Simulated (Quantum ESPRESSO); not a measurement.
# Run report: Cr, band-structure run (part 1 of 2)

System: Cr (Cmcm, 2 atoms in the cell).
Method: Kohn-Sham DFT of a periodic cell, PBEsol, PseudoDojo 0.4.1 SR PBEsol standard, spin-polarised (Quantum ESPRESSO 7.5).

The structure derives from a Materials Project entry.

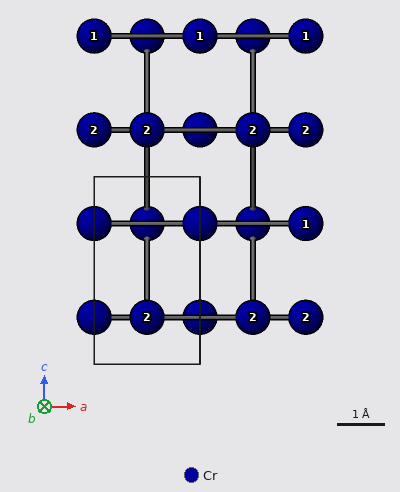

The structure (ball-and-stick view of the cell 2 times as large as that of the calculation, set on its symmetry axes, repeated 2 × 1 × 2, along the b axis; atoms are numbered from 1 in the order of the input). An atom can appear more than once, as a periodic image. Near neighbours in the periodic cell (some may lie outside the picture): Cr has 4 Cr at 2.29 to 2.40 Å.

## The input
```
&CONTROL
  calculation = 'scf'
  prefix = 'pwscf'
  outdir = './tmp'
  pseudo_dir = './pseudo'
  tprnfor = .true.
  tstress = .true.
  disk_io = 'low'
/
&SYSTEM
  ibrav = 0
  celldm(1) = 8
  nat = 2
  ntyp = 1
  ecutwfc = 94
  nbnd = 24
  occupations = 'smearing'
  smearing = 'fd'
  degauss = 0.00367493
  nspin = 2
  starting_magnetization(1) = 0.2143
/
&ELECTRONS
  conv_thr = 4d-10
  electron_maxstep = 120
  mixing_beta = 0.3
/
ATOMIC_SPECIES
Cr    51.9961 Cr.upf
CELL_PARAMETERS alat
  0.2709514131955  -0.5827502274215   0.0000000000000
  0.2709514131955   0.5827502274215   0.0000000000000
  0.0000000000000   0.0000000000000   0.9600542729969
ATOMIC_POSITIONS crystal
Cr     0.8705325800    0.1294674200    0.7500000000
Cr     0.1294674200    0.8705325800    0.2500000000
K_POINTS automatic
9 9 5 0 0 0
```

## File pp_density.in
```
&INPUTPP
  prefix = 'pwscf'
  outdir = './tmp'
  filplot = 'density.dat'
  plot_num = 0
/
&PLOT
  nfile = 1
  filepp(1) = 'density.dat'
  iflag = 3
  output_format = 6
  fileout = 'density.cube'
/
```

## File pp_potential.in
```
&INPUTPP
  prefix = 'pwscf'
  outdir = './tmp'
  filplot = 'potential.dat'
  plot_num = 11
/
&PLOT
  nfile = 1
  filepp(1) = 'potential.dat'
  iflag = 3
  output_format = 6
  fileout = 'potential.cube'
/
```

## File pp_spin.in
```
&INPUTPP
  prefix = 'pwscf'
  outdir = './tmp'
  filplot = 'spin.dat'
  plot_num = 6
/
&PLOT
  nfile = 1
  filepp(1) = 'spin.dat'
  iflag = 3
  output_format = 6
  fileout = 'spin.cube'
/
```

## File pp_elf.in
```
&INPUTPP
  prefix = 'pwscf'
  outdir = './tmp'
  filplot = 'elf.dat'
  plot_num = 8
/
&PLOT
  nfile = 1
  filepp(1) = 'elf.dat'
  iflag = 3
  output_format = 6
  fileout = 'elf.cube'
/
```

## File bands.in
```
&CONTROL
  calculation = 'bands'
  prefix = 'pwscf'
  outdir = './tmp'
  pseudo_dir = './pseudo'
  disk_io = 'low'
  verbosity = 'high'
/
&SYSTEM
  ibrav = 0
  celldm(1) = 8
  nat = 2
  ntyp = 1
  ecutwfc = 94
  nbnd = 24
  occupations = 'smearing'
  smearing = 'fd'
  degauss = 0.00367493
  nspin = 2
  starting_magnetization(1) = 0.2143
/
&ELECTRONS
  conv_thr = 1d-08
  electron_maxstep = 120
  mixing_beta = 0.3
  diago_full_acc = .true.
  startingwfc = 'random'
/
ATOMIC_SPECIES
Cr    51.9961 Cr.upf
CELL_PARAMETERS alat
  0.2709514131955  -0.5827502274215   0.0000000000000
  0.2709514131955   0.5827502274215   0.0000000000000
  0.0000000000000   0.0000000000000   0.9600542729969
ATOMIC_POSITIONS crystal
Cr     0.8705325800    0.1294674200    0.7500000000
Cr     0.1294674200    0.8705325800    0.2500000000
K_POINTS crystal
60
 0.0000000000  0.0000000000  0.0000000000 1
 0.0434350431  0.0434350431  0.0000000000 1
 0.0868700862  0.0868700862  0.0000000000 1
 0.1303051293  0.1303051293  0.0000000000 1
 0.1737401725  0.1737401725  0.0000000000 1
 0.2171752156  0.2171752156  0.0000000000 1
 0.2606102587  0.2606102587  0.0000000000 1
 0.3040453018  0.3040453018  0.0000000000 1
 0.1520226509  0.4020226509  0.0000000000 1
 0.0000000000  0.5000000000  0.0000000000 1
 0.0000000000  0.5000000000  0.1666666667 1
 0.0000000000  0.5000000000  0.3333333333 1
 0.0000000000  0.5000000000  0.5000000000 1
 0.1013484339  0.4346817673  0.5000000000 1
 0.2026968679  0.3693635345  0.5000000000 1
 0.3040453018  0.3040453018  0.5000000000 1
 0.2660396391  0.2660396391  0.5000000000 1
 0.2280339763  0.2280339763  0.5000000000 1
 0.1900283136  0.1900283136  0.5000000000 1
 0.1520226509  0.1520226509  0.5000000000 1
 0.1140169882  0.1140169882  0.5000000000 1
 0.0760113254  0.0760113254  0.5000000000 1
 0.0380056627  0.0380056627  0.5000000000 1
 0.0000000000  0.0000000000  0.5000000000 1
 0.0000000000  0.0000000000  0.3333333333 1
 0.0000000000  0.0000000000  0.1666666667 1
 0.0000000000  0.0000000000  0.0000000000 1
-0.0833333333  0.0833333333  0.0000000000 1
-0.1666666667  0.1666666667  0.0000000000 1
-0.2500000000  0.2500000000  0.0000000000 1
-0.3333333333  0.3333333333  0.0000000000 1
-0.4166666667  0.4166666667  0.0000000000 1
-0.5000000000  0.5000000000  0.0000000000 1
-0.4608090604  0.5391909396  0.0000000000 1
-0.4216181207  0.5783818793  0.0000000000 1
-0.3824271811  0.6175728189  0.0000000000 1
-0.3432362414  0.6567637586  0.0000000000 1
-0.3040453018  0.6959546982  0.0000000000 1
-0.3040453018  0.6959546982  0.1250000000 1
-0.3040453018  0.6959546982  0.2500000000 1
-0.3040453018  0.6959546982  0.3750000000 1
-0.3040453018  0.6959546982  0.5000000000 1
-0.3367044182  0.6632955818  0.5000000000 1
-0.3693635345  0.6306364655  0.5000000000 1
-0.4020226509  0.5979773491  0.5000000000 1
-0.4346817673  0.5653182327  0.5000000000 1
-0.4673408836  0.5326591164  0.5000000000 1
-0.5000000000  0.5000000000  0.5000000000 1
-0.5000000000  0.5000000000  0.3750000000 1
-0.5000000000  0.5000000000  0.2500000000 1
-0.5000000000  0.5000000000  0.1250000000 1
-0.5000000000  0.5000000000  0.0000000000 1
 0.0000000000  0.0000000000  0.5000000000 1
-0.0714285714  0.0714285714  0.5000000000 1
-0.1428571429  0.1428571429  0.5000000000 1
-0.2142857143  0.2142857143  0.5000000000 1
-0.2857142857  0.2857142857  0.5000000000 1
-0.3571428571  0.3571428571  0.5000000000 1
-0.4285714286  0.4285714286  0.5000000000 1
-0.5000000000  0.5000000000  0.5000000000 1
```

Run as:
```bash
OMP_NUM_THREADS=1 mpirun -n 2 pw.x -nk 2 -in pw.in > pw.out
OMP_NUM_THREADS=1 mpirun -n 1 pp.x -in pp_density.in > pp_density.out
OMP_NUM_THREADS=1 mpirun -n 1 pp.x -in pp_potential.in > pp_potential.out
OMP_NUM_THREADS=1 mpirun -n 1 pp.x -in pp_spin.in > pp_spin.out
OMP_NUM_THREADS=1 mpirun -n 1 pp.x -in pp_elf.in > pp_elf.out
OMP_NUM_THREADS=1 mpirun -n 2 pw.x -nk 2 -in bands.in > bands.out
```

## The program's output
```
This program is part of the open-source Quantum ESPRESSO suite
     for quantum simulation of materials; please cite
         "P. Giannozzi et al., J. Phys.:Condens. Matter 21 395502 (2009);
         "P. Giannozzi et al., J. Phys.:Condens. Matter 29 465901 (2017);
         "P. Giannozzi et al., J. Chem. Phys. 152 154105 (2020);
          URL
     in publications or presentations arising from this work. More details at

     Message from routine setup:
     using ibrav=0 with symmetry is DISCOURAGED, use correct ibrav instead

     K-points division:     npool     =       2
     Subspace diagonalization in iterative solution of the eigenvalue problem:
     a serial algorithm will be used

     G-vector sticks info
     --------------------
     sticks:   dense  smooth     PW     G-vecs:    dense   smooth      PW
     Sum         601     601    195                19143    19143    3509

     Using Slab Decomposition

     bravais-lattice index     =            0
     lattice parameter (alat)  =       8.0000  a.u.
     unit-cell volume          =     155.2278 (a.u.)^3
     number of atoms/cell      =            2
     number of atomic types    =            1
     number of electrons       =        28.00
     number of Kohn-Sham states=           24
     kinetic-energy cutoff     =      94.0000  Ry
     charge density cutoff     =     376.0000  Ry
     scf convergence threshold =      4.0E-10
     mixing beta               =       0.3000
     number of iterations used =            8  plain     mixing
     Exchange-correlation= PBESOL
                           (   1   4  10   8   0   0   0)

     celldm(1)=   8.000000  celldm(2)=   0.000000  celldm(3)=   0.000000
     celldm(4)=   0.000000  celldm(5)=   0.000000  celldm(6)=   0.000000

     crystal axes: (cart. coord. in units of alat)
               a(1) = (   0.270951  -0.582750   0.000000 )
               a(2) = (   0.270951   0.582750   0.000000 )
               a(3) = (   0.000000   0.000000   0.960054 )

     reciprocal axes: (cart. coord. in units 2 pi/alat)
               b(1) = (  1.845349 -0.858001  0.000000 )
               b(2) = (  1.845349  0.858001 -0.000000 )
               b(3) = ( -0.000000  0.000000  1.041608 )

     PseudoPot. # 1 for Cr read from file:
     Cr.upf
     Pseudo is Norm-conserving + core correction, Zval = 14.0
     Generated using ONCVPSP code by D. R. Hamann
     Using radial grid of 1638 points,  6 beta functions with:
                l(1) =   0
                l(2) =   0
                l(3) =   1
                l(4) =   1
                l(5) =   2
                l(6) =   2

     atomic species   valence    mass     pseudopotential
     Cr               14.00    51.99610     Cr( 1.00)

     Starting magnetic structure
     atomic species   magnetization
     Cr              0.214

      8 Sym. Ops., with inversion, found ( 4 have fractional translation)

   Cartesian axes

     site n.     atom                  positions (alat units)
         1        Cr     tau(   1) = (   0.2709514  -0.4318559   0.7200407  )
         2        Cr     tau(   2) = (   0.2709514   0.4318559   0.2400136  )

     number of k points=    75  Fermi-Dirac smearing, width (Ry)=  0.0037
                       cart. coord. in units 2pi/alat
        k(    1) = (   0.0000000   0.0000000   0.0000000), wk =   0.0024691
        k(    2) = (   0.0000000   0.0000000   0.2083216), wk =   0.0049383
        k(    3) = (   0.0000000   0.0000000   0.4166431), wk =   0.0049383
        k(    4) = (   0.2050388   0.0953334   0.0000000), wk =   0.0098765
        k(    5) = (   0.2050388   0.0953334   0.2083216), wk =   0.0197531
        k(    6) = (   0.2050388   0.0953334   0.4166431), wk =   0.0197531
        k(    7) = (   0.4100776   0.1906668   0.0000000), wk =   0.0098765
        k(    8) = (   0.4100776   0.1906668   0.2083216), wk =   0.0197531
        k(    9) = (   0.4100776   0.1906668   0.4166431), wk =   0.0197531
        k(   10) = (   0.6151164   0.2860002   0.0000000), wk =   0.0098765
        k(   11) = (   0.6151164   0.2860002   0.2083216), wk =   0.0197531
        k(   12) = (   0.6151164   0.2860002   0.4166431), wk =   0.0197531
        k(   13) = (   0.8201552   0.3813336   0.0000000), wk =   0.0098765
        k(   14) = (   0.8201552   0.3813336   0.2083216), wk =   0.0197531
        k(   15) = (   0.8201552   0.3813336   0.4166431), wk =   0.0197531
        k(   16) = (   0.4100776   0.0000000   0.0000000), wk =   0.0049383
        k(   17) = (   0.4100776   0.0000000   0.2083216), wk =   0.0098765
        k(   18) = (   0.4100776   0.0000000   0.4166431), wk =   0.0098765
        k(   19) = (   0.6151164   0.0953334   0.0000000), wk =   0.0098765
        k(   20) = (   0.6151164   0.0953334   0.2083216), wk =   0.0197531
        k(   21) = (   0.6151164   0.0953334   0.4166431), wk =   0.0197531
        k(   22) = (   0.8201552   0.1906668   0.0000000), wk =   0.0098765
        k(   23) = (   0.8201552   0.1906668   0.2083216), wk =   0.0197531
        k(   24) = (   0.8201552   0.1906668   0.4166431), wk =   0.0197531
        k(   25) = (   1.0251941   0.2860002   0.0000000), wk =   0.0098765
        k(   26) = (   1.0251941   0.2860002   0.2083216), wk =   0.0197531
        k(   27) = (   1.0251941   0.2860002   0.4166431), wk =   0.0197531
        k(   28) = (  -0.6151164  -0.4766670   0.0000000), wk =   0.0098765
        k(   29) = (  -0.6151164  -0.4766670   0.2083216), wk =   0.0197531
        k(   30) = (  -0.6151164  -0.4766670   0.4166431), wk =   0.0197531
        k(   31) = (  -0.4100776  -0.3813336   0.0000000), wk =   0.0098765
        k(   32) = (  -0.4100776  -0.3813336   0.2083216), wk =   0.0197531
        k(   33) = (  -0.4100776  -0.3813336   0.4166431), wk =   0.0197531
        k(   34) = (  -0.2050388  -0.2860002   0.0000000), wk =   0.0098765
        k(   35) = (  -0.2050388  -0.2860002   0.2083216), wk =   0.0197531
        k(   36) = (  -0.2050388  -0.2860002   0.4166431), wk =   0.0197531
        k(   37) = (  -0.0000000  -0.1906668   0.0000000), wk =   0.0049383
        k(   38) = (  -0.0000000  -0.1906668   0.2083216), wk =   0.0098765
        k(   39) = (  -0.0000000  -0.1906668   0.4166431), wk =   0.0098765
        k(   40) = (   0.8201552   0.0000000   0.0000000), wk =   0.0049383
        k(   41) = (   0.8201552   0.0000000   0.2083216), wk =   0.0098765
        k(   42) = (   0.8201552   0.0000000   0.4166431), wk =   0.0098765
        k(   43) = (   1.0251941   0.0953334   0.0000000), wk =   0.0098765
        k(   44) = (   1.0251941   0.0953334   0.2083216), wk =   0.0197531
        k(   45) = (   1.0251941   0.0953334   0.4166431), wk =   0.0197531
        k(   46) = (   1.2302329   0.1906668   0.0000000), wk =   0.0098765
        k(   47) = (   1.2302329   0.1906668   0.2083216), wk =   0.0197531
        k(   48) = (   1.2302329   0.1906668   0.4166431), wk =   0.0197531
        k(   49) = (  -0.4100776  -0.5720003   0.0000000), wk =   0.0098765
        k(   50) = (  -0.4100776  -0.5720003   0.2083216), wk =   0.0197531
        k(   51) = (  -0.4100776  -0.5720003   0.4166431), wk =   0.0197531
        k(   52) = (  -0.2050388  -0.4766670   0.0000000), wk =   0.0098765
        k(   53) = (  -0.2050388  -0.4766670   0.2083216), wk =   0.0197531
        k(   54) = (  -0.2050388  -0.4766670   0.4166431), wk =   0.0197531
        k(   55) = (  -0.0000000  -0.3813336   0.0000000), wk =   0.0049383
        k(   56) = (  -0.0000000  -0.3813336   0.2083216), wk =   0.0098765
        k(   57) = (  -0.0000000  -0.3813336   0.4166431), wk =   0.0098765
        k(   58) = (   1.2302329  -0.0000000   0.0000000), wk =   0.0049383
        k(   59) = (   1.2302329  -0.0000000   0.2083216), wk =   0.0098765
        k(   60) = (   1.2302329  -0.0000000   0.4166431), wk =   0.0098765
        k(   61) = (   1.4352717   0.0953334   0.0000000), wk =   0.0098765
        k(   62) = (   1.4352717   0.0953334   0.2083216), wk =   0.0197531
        k(   63) = (   1.4352717   0.0953334   0.4166431), wk =   0.0197531
        k(   64) = (  -0.2050388  -0.6673337   0.0000000), wk =   0.0098765
        k(   65) = (  -0.2050388  -0.6673337   0.2083216), wk =   0.0197531
        k(   66) = (  -0.2050388  -0.6673337   0.4166431), wk =   0.0197531
        k(   67) = (  -0.0000000  -0.5720003   0.0000000), wk =   0.0049383
        k(   68) = (  -0.0000000  -0.5720003   0.2083216), wk =   0.0098765
        k(   69) = (  -0.0000000  -0.5720003   0.4166431), wk =   0.0098765
        k(   70) = (   1.6403105   0.0000000   0.0000000), wk =   0.0049383
        k(   71) = (   1.6403105   0.0000000   0.2083216), wk =   0.0098765
        k(   72) = (   1.6403105   0.0000000   0.4166431), wk =   0.0098765
        k(   73) = (  -0.0000000  -0.7626671   0.0000000), wk =   0.0049383
        k(   74) = (  -0.0000000  -0.7626671   0.2083216), wk =   0.0098765
        k(   75) = (  -0.0000000  -0.7626671   0.4166431), wk =   0.0098765

     Dense  grid:    19143 G-vectors     FFT dimensions: (  32,  32,  48)

     Generating pointlists ...
     new r_m :   0.2235 (alat units)  1.7883 (a.u.) for type    1

     Initial potential from superposition of free atoms

     starting charge      27.9974, renormalised to      28.0000
     Starting wfcs are   20 randomized atomic wfcs +    4 random wfcs

     Self-consistent Calculation

     iteration #  1     ecut=    94.00 Ry     beta= 0.30
     Davidson diagonalization with overlap
     ethr =  1.00E-02,  avg # of iterations =  3.5

     total energy              =    -355.41588311 Ry
     estimated scf accuracy    <       0.75454542 Ry

     total magnetization       =     2.43 Bohr mag/cell
     absolute magnetization    =     2.43 Bohr mag/cell

     iteration #  2     ecut=    94.00 Ry     beta= 0.30
     Davidson diagonalization with overlap
     ethr =  2.69E-03,  avg # of iterations =  1.1

     total energy              =    -355.49254561 Ry
     estimated scf accuracy    <       0.12328292 Ry
```
